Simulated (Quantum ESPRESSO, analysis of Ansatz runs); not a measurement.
**A hop of O in SnO2 (P4_2/mnm), charge 0 (Quantum ESPRESSO)**

Aim: the barrier of one jump in SnO2 (P4_2/mnm) at charge 0: V_O hop (2.9 Å). The model is a cell of 72 host atoms with 1 O taken out; O is the atom that moves.

Calculated with Quantum ESPRESSO 7.5; Quantum ESPRESSO plane-wave DFT, PBEsol, GBRV 1.5 PBEsol potentials; nudged elastic band between two relaxed defect structures.

### Step 1. The structure

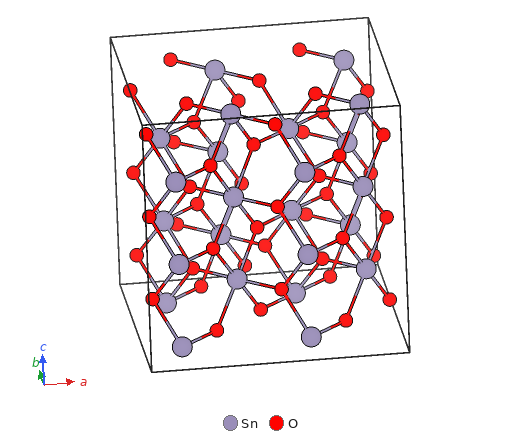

The cell as given, slightly off an axis (tin purple, oxygen red).

The cell holds 71 atoms: 24 Sn and 47 O. Cell: a = 9.507 Å, b = 9.507 Å, c = 9.626 Å, α = 90.0°, β = 90.0°, γ = 90.0°. It derives from SnO2 (space group P4_2/mnm). Nearest the centre at fractional (0.375, 0.472, 0.417): Sn61 at 1.43 Å, O12 at 1.45 Å, O44 at 2.38 Å, Sn7 at 2.57 Å, Sn67 at 2.68 Å, O22 at 2.69 Å, O18 at 2.71 Å, O9 at 2.83 Å.

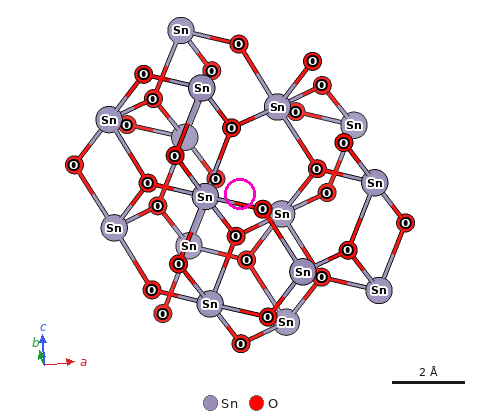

The atoms within 5 Å of the centre. A ring marks the centre wherever it is empty.

The cell's shortest repeat is 9.5 Å.

### Step 2. Relaxation of the start point, charge 0

A barrier is counted from a minimum, so both ends are relaxed first. Small random displacements break the symmetry of the ideal sites, so that the defect can distort if it gains by it.

The input, pw.in:

```
&CONTROL
  calculation = 'relax'
  prefix = 'pwscf'
  outdir = './tmp'
  pseudo_dir = './pseudo'
  tprnfor = .true.
  disk_io = 'low'
  nstep = 70
  forc_conv_thr = 0.0012
  etot_conv_thr = 0.0001
/
&SYSTEM
  ibrav = 0
  nat = 71
  ntyp = 2
  ecutwfc = 36
  ecutrho = 288
  nbnd = 313
  occupations = 'fixed'
  nosym = .true.
/
&ELECTRONS
  conv_thr = 7d-08
  electron_maxstep = 100
  mixing_beta = 0.5
/
&IONS
  ion_dynamics = 'bfgs'
/
ATOMIC_SPECIES
Sn   118.7100 sn_pbesol_v1.4.uspp.F.UPF
O     15.9990 o_pbesol_v1.2.uspp.F.UPF
CELL_PARAMETERS angstrom
   9.5066964961    0.0000000000    0.0000000000
   0.0000000000    9.5066964961    0.0000000000
   0.0000000000    0.0000000000    9.6255699527
ATOMIC_POSITIONS crystal
Sn     0.2500095741    0.2523250888    0.1645594446
Sn     0.0000000000    0.0000000000    0.0000000000
O      0.0970693365    0.4060230700    0.1655931525
O      0.4030634784    0.0969365216    0.1666666667
O      0.1530634784    0.1530634784    0.0000000000
O      0.3469365216    0.3469365216    0.0000000000
Sn     0.2479623644    0.2486179379    0.4980504973
Sn     0.0000000000    0.0000000000    0.3333333333
O      0.0971321490    0.4028301861    0.4968978411
O      0.3999872991    0.0966595593    0.5006390545
O      0.1504924021    0.1522607129    0.3317094401
O      0.3452997592    0.3490833552    0.3317193879
Sn     0.2500000000    0.2500000000    0.8333333333
Sn     0.0000000000    0.0000000000    0.6666666667
O      0.0969365216    0.4030634784    0.8333333333
O      0.4030634784    0.0969365216    0.8333333333
O      0.1530634784    0.1530634784    0.6666666667
O      0.3440970147    0.3471129506    0.6680152084
Sn     0.2491628700    0.7530282777    0.1663753469
Sn     0.0000000000    0.5000000000    0.0000000000
O      0.0969365216    0.9030634784    0.1666666667
O      0.4002582047    0.5955676646    0.1662087920
O      0.1530634784    0.6530634784    0.0000000000
O      0.3469365216    0.8469365216    0.0000000000
Sn     0.2489118111    0.7497714304    0.5029168066
Sn     0.0025671090    0.4987815669    0.3319778297
O      0.0969365216    0.9030634784    0.5000000000
O      0.1510701279    0.6553778642    0.3325503892
O      0.3463862904    0.8438293576    0.3333015965
Sn     0.2500000000    0.7500000000    0.8333333333
Sn     0.0000000000    0.5000000000    0.6666666667
O      0.0969365216    0.9030634784    0.8333333333
O      0.4030634784    0.5969365216    0.8333333333
O      0.1502039815    0.6526357094    0.6654179446
O      0.3469365216    0.8469365216    0.6666666667
Sn     0.7500000000    0.2500000000    0.1666666667
Sn     0.5000000000    0.0000000000    0.0000000000
O      0.5983511654    0.4002508959    0.1664538788
O      0.9030634784    0.0969365216    0.1666666667
O      0.6530634784    0.1530634784    0.0000000000
O      0.8469365216    0.3469365216    0.0000000000
Sn     0.7500000000    0.2500000000    0.5000000000
Sn     0.5000000000    0.0000000000    0.3333333333
O      0.5986715551    0.4011249413    0.5017639964
O      0.9030634784    0.0969365216    0.5000000000
O      0.6530634784    0.1530634784    0.3333333333
O      0.8469365216    0.3469365216    0.3333333333
Sn     0.7500000000    0.2500000000    0.8333333333
Sn     0.5000000000    0.0000000000    0.6666666667
O      0.5969365216    0.4030634784    0.8333333333
O      0.9030634784    0.0969365216    0.8333333333
O      0.6530634784    0.1530634784    0.6666666667
O      0.8469365216    0.3469365216    0.6666666667
Sn     0.7500000000    0.7500000000    0.1666666667
Sn     0.5000000000    0.5000000000    0.0000000000
O      0.5969365216    0.9030634784    0.1666666667
O      0.9030634784    0.5969365216    0.1666666667
O      0.6530634784    0.6530634784    0.0000000000
O      0.8469365216    0.8469365216    0.0000000000
Sn     0.7500000000    0.7500000000    0.5000000000
Sn     0.4984897239    0.4982609778    0.3354638034
O      0.5969365216    0.9030634784    0.5000000000
O      0.9030634784    0.5969365216    0.5000000000
O      0.6520580902    0.6505981029    0.3350063362
O      0.8469365216    0.8469365216    0.3333333333
Sn     0.7500000000    0.7500000000    0.8333333333
Sn     0.4992861542    0.5023736066    0.6647376689
O      0.5969365216    0.9030634784    0.8333333333
O      0.9030634784    0.5969365216    0.8333333333
O      0.6505650279    0.6542720952    0.6651834654
O      0.8469365216    0.8469365216    0.6666666667
K_POINTS gamma
```

Run with:

```bash
$ OMP_NUM_THREADS=1 mpirun -n 4 pw.x -in pw.in > pw.out
```

The program printed:

```text
[shortened: banners, details of potentials and solvers, and blank lines are left out]
     gamma-point specific algorithms are used
     one sub-group per band group will be used
     scalapack distributed-memory algorithm (size of sub-group:  2*  2 procs)
     bravais-lattice index     =            0
     lattice parameter (alat)  =      17.9651  a.u.
     unit-cell volume          =    5870.5976 (a.u.)^3
     number of atoms/cell      =           71
     number of atomic types    =            2
     number of electrons       =       618.00
     number of Kohn-Sham states=          313
     kinetic-energy cutoff     =      36.0000  Ry
     charge density cutoff     =     288.0000  Ry
     scf convergence threshold =      7.0E-08
     mixing beta               =       0.5000
     number of iterations used =            8  plain     mixing
     energy convergence thresh.=      1.0E-04
     force convergence thresh. =      1.2E-03
     Exchange-correlation= SLA  PW   PSX  PSC
                           (   1   4  10   8   0   0   0)
     nstep                     =           70
     crystal axes: (cart. coord. in units of alat)
               a(1) = (   1.000000   0.000000   0.000000 )
               a(2) = (   0.000000   1.000000   0.000000 )
               a(3) = (   0.000000   0.000000   1.012504 )
     PseudoPot. # 1 for Sn read from file:
     sn_pbesol_v1.4.uspp.F.UPF
     Pseudo is Ultrasoft + core correction, Zval = 14.0
[...]
PseudoPot. # 2 for O  read from file:
     o_pbesol_v1.2.uspp.F.UPF
     Pseudo is Ultrasoft + core correction, Zval =  6.0
[...]
atomic species   valence    mass     pseudopotential
     Sn               14.00   118.71000     Sn( 1.00)
     O                 6.00    15.99900     O ( 1.00)
     No symmetry found
     site n.     atom                  positions (alat units)
         1        Sn     tau(   1) = (   0.2500096   0.2523251   0.1666171  )
         2        Sn     tau(   2) = (   0.0000000   0.0000000   0.0000000  )
         3        O      tau(   3) = (   0.0970693   0.4060231   0.1676638  )
         4        O      tau(   4) = (   0.4030635   0.0969365   0.1687507  )
         5        O      tau(   5) = (   0.1530635   0.1530635   0.0000000  )
         6        O      tau(   6) = (   0.3469365   0.3469365   0.0000000  )
         7        Sn     tau(   7) = (   0.2479624   0.2486179   0.5042782  )
         8        Sn     tau(   8) = (   0.0000000   0.0000000   0.3375014  )
[...]
number of k points=     1
                       cart. coord. in units 2pi/alat
        k(    1) = (   0.0000000   0.0000000   0.0000000), wk =   2.0000000
     Dense  grid:   242294 G-vectors     FFT dimensions: ( 100, 100, 100)
     Smooth grid:    85691 G-vectors     FFT dimensions: (  72,  72,  72)
     Check: negative core charge=   -0.000002
     starting charge     593.9989, renormalised to     618.0000
     Self-consistent Calculation
     iteration #  1     ecut=    36.00 Ry     beta= 0.50
     total energy              =   -5324.49902442 Ry
     estimated scf accuracy    <      19.12448289 Ry
     iteration #  2     ecut=    36.00 Ry     beta= 0.50
     total energy              =   -5329.99363273 Ry
     estimated scf accuracy    <       2.96319292 Ry
     iteration #  3     ecut=    36.00 Ry     beta= 0.50
     total energy              =   -5330.34572705 Ry
     estimated scf accuracy    <       0.20113106 Ry
[...]
estimated scf accuracy    <       0.00013192 Ry
     iteration # 10     ecut=    36.00 Ry     beta= 0.50
     total energy              =   -5330.38423100 Ry
     estimated scf accuracy    <       0.00001078 Ry
[... 113 further cycles ...]
     iteration #  7     ecut=    36.00 Ry     beta= 0.50
     total energy              =   -5330.42441595 Ry
     estimated scf accuracy    <          4.2E-09 Ry
     iteration #  8     ecut=    36.00 Ry     beta= 0.50
     End of self-consistent calculation
          k = 0.0000 0.0000 0.0000 ( 10712 PWs)   bands (ev):
   -11.9226 -11.8439 -11.8213 -11.7569 -11.7419 -11.7141 -11.6466 -11.6014
   -11.5991 -11.5879 -11.5568 -11.5540 -11.5355 -11.5116 -11.5099 -11.5002
   -11.4892 -11.4439 -11.4296 -11.4242 -11.4061 -11.3949 -11.3659 -11.3578
   -11.3274 -11.2870 -11.2790 -11.2254 -11.2126 -11.1469 -11.0628 -11.0614
   -11.0529 -11.0349 -11.0333 -11.0221 -11.0124 -10.9945 -10.9830 -10.9812
   -10.9312 -10.9190 -10.9110 -10.9037 -10.9023 -10.8797 -10.8719 -10.8572
   -10.8525 -10.8386 -10.8302 -10.8295 -10.8126 -10.8057 -10.7905 -10.7835
   -10.7819 -10.7693 -10.7661 -10.7617 -10.7591 -10.7403 -10.7319 -10.7278
[...]
13.3526
     highest occupied, lowest unoccupied level (ev):     9.7219   11.7365
!    total energy              =   -5330.42441595 Ry
     estimated scf accuracy    <          6.5E-10 Ry
     The total energy is the sum of the following terms:
     one-electron contribution =   -1632.91435189 Ry
     hartree contribution      =    1293.59805093 Ry
     xc contribution           =   -1366.94873240 Ry
     ewald contribution        =   -3624.15938260 Ry
     convergence has been achieved in   8 iterations
     Forces acting on atoms (cartesian axes, Ry/au):
     atom    1 type  1   force =     0.00025290    0.00044573   -0.00002801
     atom    2 type  1   force =    -0.00058371    0.00048778    0.00034606
     atom    3 type  2   force =    -0.00021003    0.00001297    0.00053771
     atom    4 type  2   force =    -0.00013596   -0.00035143    0.00031202
     atom    5 type  2   force =     0.00100144   -0.00006450   -0.00009086
     atom    6 type  2   force =    -0.00046389   -0.00035378    0.00002281
     atom    7 type  1   force =    -0.00157328   -0.00067248   -0.00006311
     atom    8 type  1   force =     0.00044601   -0.00069958   -0.00011649
[...]
Total force =     0.005815     Total SCF correction =     0.000104
     Energy error            =      7.9E-05 Ry
     Gradient error          =      1.6E-03 Ry/Bohr
     number of scf cycles    =  14
     number of bfgs steps    =  13
     energy             old  =   -5330.4243370329 Ry
     energy             new  =   -5330.4244159516 Ry
     CASE: energy            _new < energy            _old
     new trust radius        =       0.0064549484 bohr
     new conv_thr            =       0.0000000007 Ry
ATOMIC_POSITIONS (crystal)
Sn               0.2487134892        0.2504473451        0.1662472802
Sn               0.0035209318       -0.0039291051       -0.0001486965
O                0.0964610472        0.4035497598        0.1663748157
O                0.4007693566        0.0964211311        0.1681355908
O                0.1527995120        0.1517487716       -0.0001059096
O                0.3471756116        0.3467704334       -0.0001257389
Sn               0.2480770429        0.2484422577        0.4998948739
Sn              -0.0037314432        0.0034588160        0.3318114608
[...]
Check: negative core charge=   -0.000002
     Self-consistent Calculation
     iteration #  1     ecut=    36.00 Ry     beta= 0.50
     total energy              =   -5330.42446012 Ry
     estimated scf accuracy    <       0.00003116 Ry
     iteration #  2     ecut=    36.00 Ry     beta= 0.50
     total energy              =   -5330.42446341 Ry
     estimated scf accuracy    <       0.00000453 Ry
     iteration #  3     ecut=    36.00 Ry     beta= 0.50
     total energy              =   -5330.42446432 Ry
     estimated scf accuracy    <       0.00000110 Ry
[...]
estimated scf accuracy    <       0.00000005 Ry
     iteration #  6     ecut=    36.00 Ry     beta= 0.50
     total energy              =   -5330.42446463 Ry
     estimated scf accuracy    <          4.6E-09 Ry
     iteration #  7     ecut=    36.00 Ry     beta= 0.50
     total energy              =   -5330.42446464 Ry
     estimated scf accuracy    <          1.3E-09 Ry
     iteration #  8     ecut=    36.00 Ry     beta= 0.50
     End of self-consistent calculation
          k = 0.0000 0.0000 0.0000 ( 10712 PWs)   bands (ev):
   -11.9229 -11.8447 -11.8213 -11.7569 -11.7409 -11.7143 -11.6463 -11.6013
   -11.5985 -11.5880 -11.5565 -11.5532 -11.5352 -11.5117 -11.5105 -11.5011
   -11.4902 -11.4436 -11.4289 -11.4240 -11.4062 -11.3953 -11.3659 -11.3568
   -11.3269 -11.2874 -11.2786 -11.2251 -11.2123 -11.1467 -11.0637 -11.0616
   -11.0532 -11.0354 -11.0334 -11.0223 -11.0125 -10.9948 -10.9831 -10.9812
   -10.9311 -10.9190 -10.9105 -10.9040 -10.9023 -10.8797 -10.8717 -10.8573
   -10.8524 -10.8385 -10.8297 -10.8296 -10.8127 -10.8059 -10.7901 -10.7838
   -10.7827 -10.7689 -10.7658 -10.7614 -10.7587 -10.7400 -10.7314 -10.7275
[...]
13.3527
     highest occupied, lowest unoccupied level (ev):     9.7225   11.7371
!    total energy              =   -5330.42446464 Ry
     estimated scf accuracy    <          1.5E-10 Ry
     The total energy is the sum of the following terms:
     one-electron contribution =   -1632.90324427 Ry
     hartree contribution      =    1293.59324257 Ry
     xc contribution           =   -1366.94833814 Ry
     ewald contribution        =   -3624.16612479 Ry
     convergence has been achieved in   8 iterations
     Forces acting on atoms (cartesian axes, Ry/au):
     atom    1 type  1   force =    -0.00004398    0.00000038   -0.00008371
     atom    2 type  1   force =    -0.00032356    0.00061440    0.00005504
     atom    3 type  2   force =    -0.00007069   -0.00014535    0.00022984
     atom    4 type  2   force =    -0.00017971   -0.00011743    0.00057638
     atom    5 type  2   force =     0.00082424    0.00006086    0.00004889
     atom    6 type  2   force =     0.00010830    0.00014465    0.00005977
     atom    7 type  1   force =    -0.00100197   -0.00027879    0.00003581
     atom    8 type  1   force =     0.00015714   -0.00037377    0.00012278
[...]
Total force =     0.004535     Total SCF correction =     0.000059
     Energy error            =      4.9E-05 Ry
     Gradient error          =      1.0E-03 Ry/Bohr
     bfgs converged in  15 scf cycles and  14 bfgs steps
     (criteria: energy <  1.0E-04 Ry, force <  1.2E-03 Ry/Bohr)
     End of BFGS Geometry Optimization
     Final energy             =   -5330.4244646369 Ry
Begin final coordinates
ATOMIC_POSITIONS (crystal)
Sn               0.2487134892        0.2504473451        0.1662472802
Sn               0.0035209318       -0.0039291051       -0.0001486965
O                0.0964610472        0.4035497598        0.1663748157
O                0.4007693566        0.0964211311        0.1681355908
O                0.1527995120        0.1517487716       -0.0001059096
O                0.3471756116        0.3467704334       -0.0001257389
Sn               0.2480770429        0.2484422577        0.4998948739
Sn              -0.0037314432        0.0034588160        0.3318114608
[...]
End final coordinates
   JOB DONE.
```

It took 14 min on 4 MPI ranks of Arm Neoverse V1, shared host; peak memory 1.6 GiB.

The steps of the relaxation:

```
step  energy less that of the first step (eV)
   0                                   0.0000
   1                                  -0.2580
   2                                  -0.3748
   3                                  -0.4222
   4                                  -0.4648
   5                                  -0.4967
   6                                  -0.5115
   7                                  -0.5259
   8                                  -0.5337
   9                                  -0.5380
  10                                  -0.5415
  11                                  -0.5438
  12                                  -0.5456
  13                                  -0.5467
  14                                  -0.5473
```

The atoms that moved most (Å):

```
atom      dx      dy      dz  length
Sn25  -0.095   0.105  -0.029   0.145
Sn67   0.066  -0.085   0.096   0.144
 O28   0.096  -0.088   0.045   0.138
Sn61   0.074  -0.046  -0.101   0.133
 O34   0.104  -0.063  -0.028   0.125
 O35   0.066  -0.082  -0.040   0.113
 O29   0.072  -0.054   0.038   0.098
 O44  -0.066   0.067  -0.019   0.096
```

Neighbours of O12 at the end:

```
atom  distance (Å)
Sn61         2.042
 Sn7         2.075
 Sn1         2.109
 O11         2.634
 O44         2.879
 O22         2.882
  O9         2.889
  O3         2.908
 O10         2.958
```

Numbers from this step:

- highest filled level: 9.723 eV
- lowest empty level: 11.74 eV
- r.m.s. move of the farther half of the atoms: 0.02717 Å
- largest move from the ideal geometry of this structure, a common shift of the far atoms taken out: 0.1461 Å

The relaxation gained 0.547 eV and ended with a largest force component of 0.026 eV/Å.

(Part 1 of 3 ends here.)

[Logs are printed without paths, hosts, clocks, repeated set-up lines and the standing remarks that a program may print on its own settings, such as how far it seeks lower states.]

[Hosts, paths, dates, database ids (printed as entryN), source tags and the programs' standing remarks are cut or masked in the printed files.]
